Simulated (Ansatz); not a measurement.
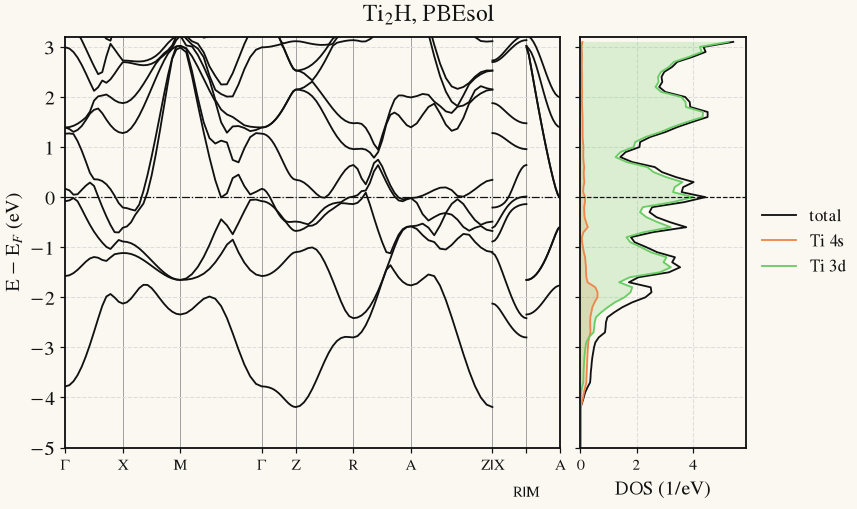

Band structure and density of states. Energies are counted from the Fermi level. The partial curves are projected on Löwdin-orthogonalised atomic shells.

### What lattice type does the k path imply?

A primitive tetragonal lattice: the path Γ–X–M–Γ–Z–R–A–Z|X–R|M–A runs through the special points of its Brillouin zone.

The material is Ti₂H, space group P4mm (No. 99), 3 atoms in the cell; a = 2.78 Å, b = 2.78 Å, c = 4.70 Å, α = 90.00°, β = 90.00°, γ = 90.00°.

Method: DFT PBEsol, scalar-relativistic, plane waves, PAW, no spin polarisation, 16×16×10 k mesh, 420 eV cutoff (Ansatz 0.2.0).

### Is there a gap at the Fermi level?

A metal: bands cross the Fermi level along this path.

### Which states dominate at the Fermi level?

By projected weight, the states within 0.3 eV of the Fermi level are Ti 3d almost alone.

### Which levels at X lie nearest to the Fermi level?

At X the nearest levels lie 0.21 eV below and 1.28 eV above the Fermi level.

### What is the density of states at the Fermi level?

The density of states at the Fermi level is about 3.6 per eV and cell (mean within 0.25 eV), or 1.2 per atom.

The structure is an invented one, so it need not be a known or stable phase.
